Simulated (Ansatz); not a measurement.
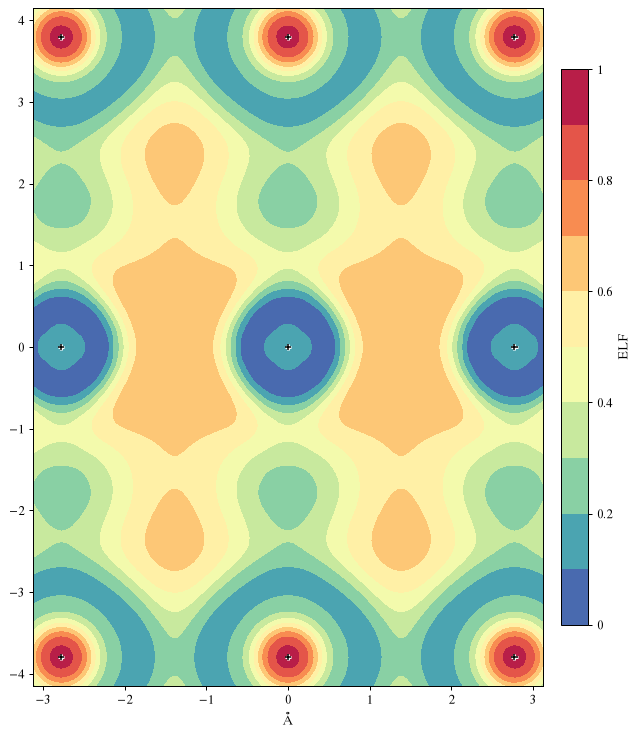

The electron localisation function on a plane through atoms (crosses mark nuclei in the plane).

Computed with DFT r2SCAN, scalar-relativistic, plane waves, PAW (Ansatz).

Candidates:
A. Ta2Si, a = 6.13 Å, b = 6.13 Å, c = 5.01 Å, α = 90.00°, β = 90.00°, γ = 90.00°. Space group I4/mcm; a structure from a database of computed crystals, not necessarily the ambient phase; computed pressure about 5 GPa in this cell.
B. SiGe, a = 3.46 Å, b = 3.46 Å, c = 5.82 Å, α = 90.00°, β = 90.00°, γ = 120.00°. Space group P6₃mc; a structure from a database of computed crystals, not necessarily the ambient phase; computed pressure about 60 GPa in this cell.
C. Al3Cu, a = 2.77 Å, b = 2.77 Å, c = 7.59 Å, α = 90.00°, β = 90.00°, γ = 90.00°. Space group P4/mmm; a structure from a database of computed crystals, not necessarily the ambient phase; computed without spin polarisation.

**Which system is this?**

Candidate C: Al3Cu on the (100) plane of the conventional cell, which holds Al and Cu. Al–Al (2.77 Å): the ELF peaks at about 0.65 between the atoms. Cu–Cu (2.77 Å): the ELF is about 0.30 at the midpoint: no shared electron pair shows on this line.
